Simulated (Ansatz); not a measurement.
System: Al$_{8}$O (slab).

```yaml
crystal:
  lattice:
    - [2.83628, 0.00000, 0.00000]
    - [-1.41814, 2.45629, 0.00000]
    - [0.00000, 0.00000, 35.31376]
  atoms:
    - { symbol: Al, position: [0.33333, 0.66667, 0.24070] }
    - { symbol: Al, position: [0.00000, 0.00000, 0.30669] }
    - { symbol: Al, position: [0.66667, 0.33333, 0.37269] }
    - { symbol: Al, position: [0.00000, 0.00000, 0.43868] }
    - { symbol: Al, position: [0.33333, 0.66667, 0.50467] }
    - { symbol: Al, position: [0.00000, 0.00000, 0.57044] }
    - { symbol: Al, position: [0.66667, 0.33333, 0.63605] }
    - { symbol: Al, position: [0.00000, 0.00000, 0.70368] }
    - { symbol: O, position: [0.33333, 0.66667, 0.72428] }
```

Method: DFT PBEsol, scalar-relativistic, plane waves, PAW in Ansatz.

Q: What will maps of the valence pseudo-density and electron localisation function show?

A: Al–O (1.79 Å): ρ at the midpoint is about 0.74 e/Å³; the ELF peaks at about 0.85 in the valence shell of O, 0.7 Å from its nucleus, and is about 0.80 at the midpoint.

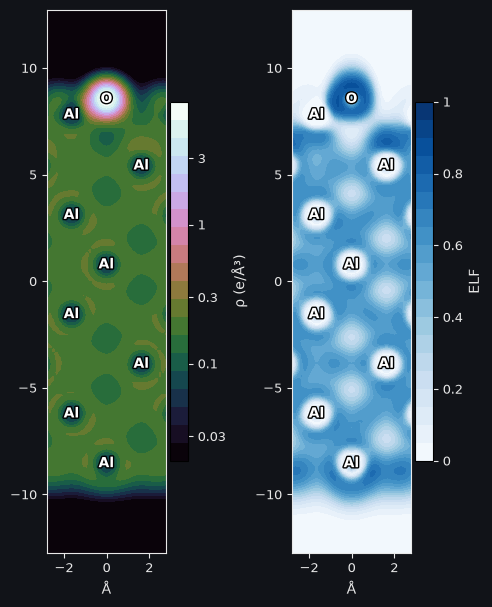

Computed valence pseudo-density and electron localisation function on the (110) plane of the calculation cell, a cut from vacuum to vacuum, in this order. 

In a PAW calculation such maps are meaningful between the atoms, not at the nuclei.
